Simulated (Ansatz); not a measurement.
HfSiO4

The calculation's input:

```
crystal:
  lattice:
    - [4.72049878, 0.0, 0.0]
    - [0.0, 3.24750128, 0.0]
    - [0.0, 0.0, 6.49500256]
  atoms:
    - { symbol: Hf, position: [0.25, 0.25, 0.125] }
    - { symbol: Hf, position: [0.75, 0.75, 0.875] }
    - { symbol: O, position: [0.44720788, 0.25, 0.875] }
    - { symbol: O, position: [0.55279212, 0.75, 0.125] }
    - { symbol: O, position: [0.05279212, 0.75, 0.125] }
    - { symbol: O, position: [0.94720788, 0.25, 0.875] }
    - { symbol: Si, position: [0.25, 0.25, 0.625] }
    - { symbol: Si, position: [0.75, 0.75, 0.375] }
    - { symbol: O, position: [0.44720788, 0.25, 0.375] }
    - { symbol: O, position: [0.55279212, 0.75, 0.625] }
    - { symbol: O, position: [0.05279212, 0.75, 0.625] }
    - { symbol: O, position: [0.94720788, 0.25, 0.375] }
kpoints:
  mp_grid: { grid: [6, 8, 4] }
hamiltonian:
  xc: pbe
scf:
  occupations: { method: fermi_dirac, width: 0.02 }
relax:
  f_tol: 0.005
  cell: {}
output:
  write_density: true
  write_potential: true
  elf: true
  volumetric_format: npy
```

Below, planes, directions and counts refer to the conventional cell (a = 5.43 Å, b = 3.63 Å, c = 6.87 Å, α = 90.00°, β = 102.09°, γ = 90.00°).

The fields are those of the run's last geometry, not of the input's.

Space group P2₁/m; a structure from a database of computed crystals, not necessarily the ambient phase; started from the tetragonal host prototype, which need not be the ambient phase.

The calculation used DFT, PBE, plane waves, PAW in Ansatz 0.2.0.

The density is the valence pseudo-density of a PAW calculation; it isn't the true density close to the nuclei.

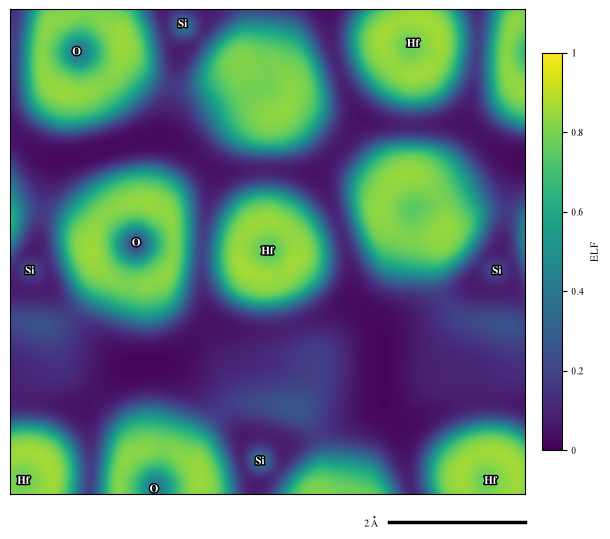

Figure 1. ELF on the (11̄0) plane of the conventional cell.

> Describe what can be read from this map.

Atoms in the plane: Hf, Si and O. Atoms just off the plane (O, 0.4 Å away) can leave unmarked features too. Si–O (1.64 Å): the ELF peaks at about 0.85 between the atoms. Hf–O (1.93 Å): the ELF peaks at about 0.80 in the valence shell of O, 0.6 Å from its nucleus, and drops to about 0.20 between the two atoms: no localised pair shows between them. The features right at Hf lie inside the PAW spheres, where the map follows smoothed inner orbitals and isn't to be read closely.

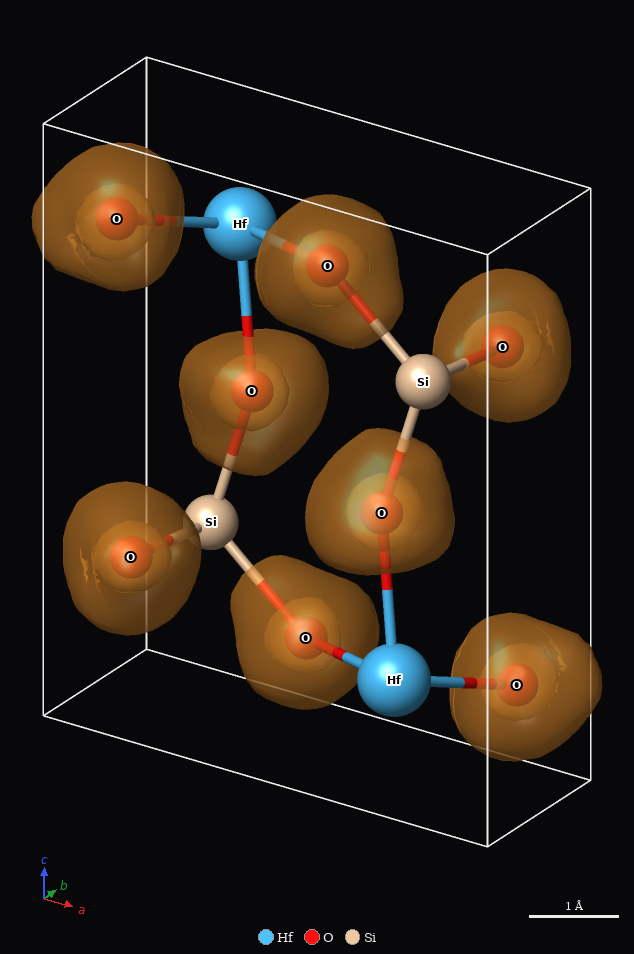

Figure 2. Isosurface of the ELF at 0.75 (orange), seen slightly off an axis. Core shells and regions of very low density are left out. Sticks mark near contacts.

> Where are the electrons localised?

At this value the surface marks out six regions on O in which the atom's valence shell and bonds are merged and two regions wrapped around O (the valence shell of each), counted in one cell of 12 atoms. Any copies at cell faces, edges or corners count once.

> Does the calculation make it a metal, or give it a gap?

It is gapped, with a Kohn–Sham gap of 4.7 eV on the k-point mesh (the band edges may lie off the mesh, which would make the gap smaller).
